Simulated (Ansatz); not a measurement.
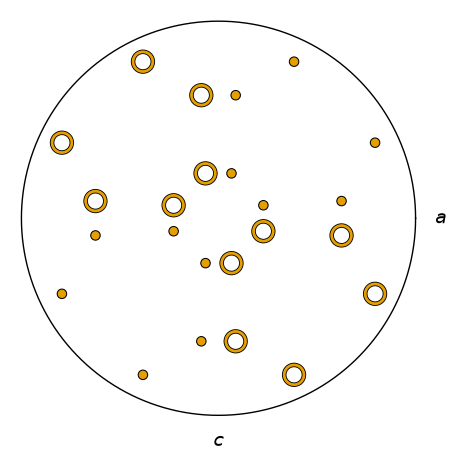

Stereographic projection: filled dots lie in the upper hemisphere, open rings in the lower. The b axis points at the viewer. The poles are all faces of one general form. Computed from the symmetry operations of a computed or model structure of composition GaAs.

Q: Which point group is this?

A: -43m (Td), order 24, cubic system: three −4 axes, four threefold axes, six mirror planes.

Q: Which physical properties does it allow?

A: It is not centrosymmetric; not polar, but piezoelectricity is allowed; it is not chiral.
